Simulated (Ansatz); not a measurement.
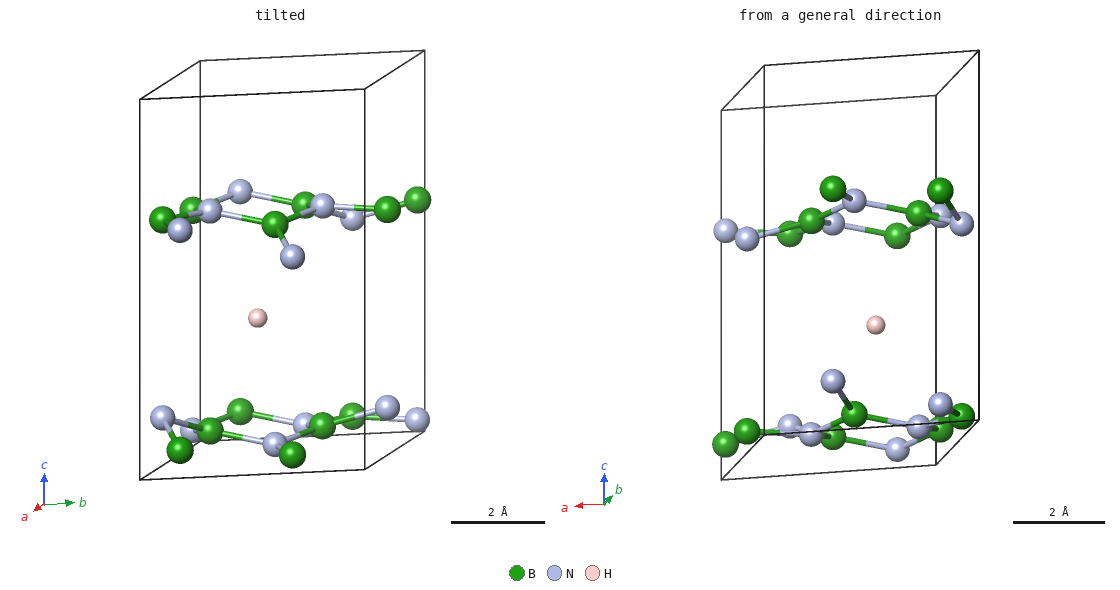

Shown here is a ball-and-stick view of the crystal, taken slightly off an axis and from a general direction. The frame is the supercell; atoms at its boundary are shown with their periodic copies. The host is BN, in a cell of 16 sites, and the cell is neutral.

Name the defect and give its surroundings.

Answer. An interstitial hydrogen atom. It is bonded to no bonds drawn.

Computed with DFT PBE, scalar-relativistic, plane waves, PAW in Ansatz. Settings: a kinetic-energy cutoff of 420 eV, a 1×1×1 sampling of the Brillouin zone, Gaussian smearing of 0.01 eV, collinear spins.

Does a spin moment come with the defect?

Answer. Yes, 1.0 μB in the cell.

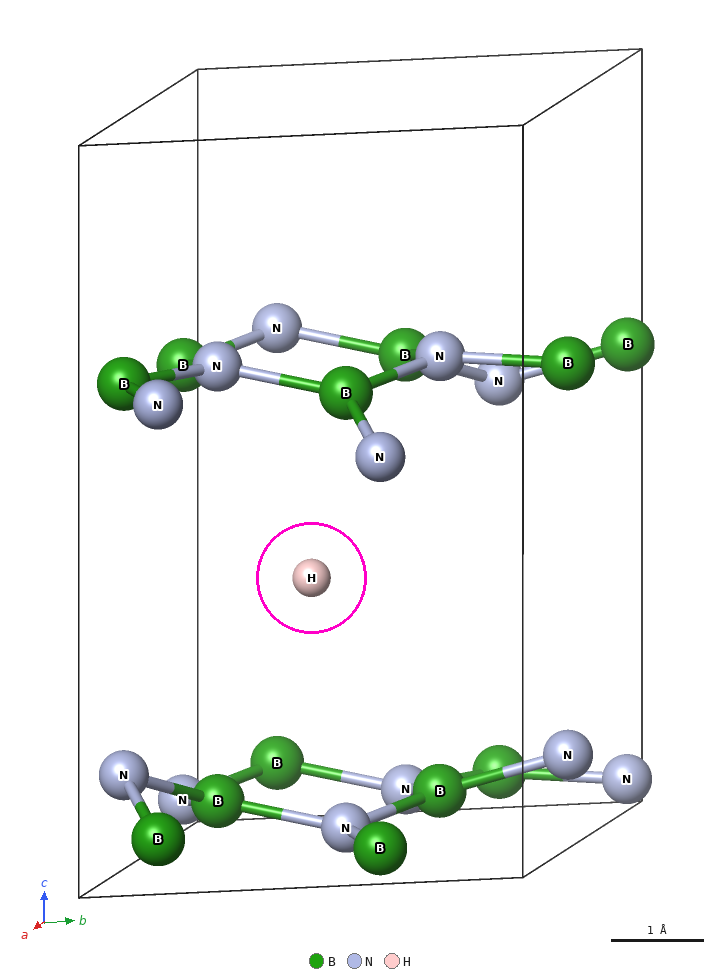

The same cell with a ring at the defect's site.

The atoms were relaxed in the host's cell with Ansatz 0.2.0, DFT PBE, scalar-relativistic, plane waves, PAW.
